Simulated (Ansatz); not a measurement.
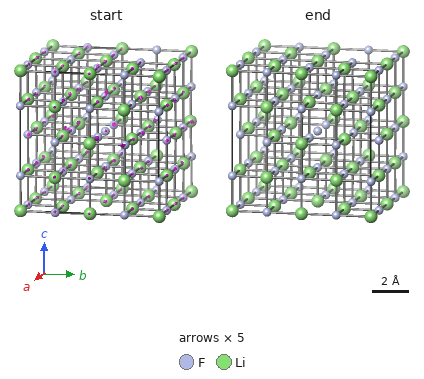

The structure of a defect cell of composition F$_{33}$Li$_{31}$ (cell charge +2) before (left) and after (right) a relaxation, at one scale. The purple arrows give the displacements, magnified 5 times.

Style: ball-and-stick. Shown: the cell of the calculation, slightly off an axis.

Computed with Ansatz 0.2.0, DFT, PBEsol, PAW, plane waves. Set-up: plane-wave cutoff 420 eV; k-point mesh 1 × 1 × 1; mesh shifted by (0.25, 0.25, 0.25); collinear spin; atoms relaxed in a fixed cell; force threshold 0.03 eV/Å; at most 80 steps.

Q: Describe what moved and what it gained.

A: Over 3 geometry steps the energy falls by 0.388 eV per cell of the calculation. The largest force component goes from 1.1 to 0.023 eV/Å. An F atom moves most: 0.13 Å along [0 −3 1]. By element the largest moves are F 0.13 Å, Li 0.07 Å. The cell stays as it was. Among the contacts that change: F–Li 1.908 → 2.009 Å, F–Li 2.028 → 1.928 Å, F–Li 2.085 → 2.002 Å, F–Li 2.003 → 1.928 Å. Among the angles between lasting bonds that change: F–Li–F 92.7° → 87.5°, Li–F–Li 86.6° → 91.6°, F–Li–F 88.2° → 93.1°.

Limits of the set-up: the periodic images lie only 8.0 Å apart, so the values are limited by the cell's size; the cell is charged, on a uniform background, and energies carry no finite-size correction.
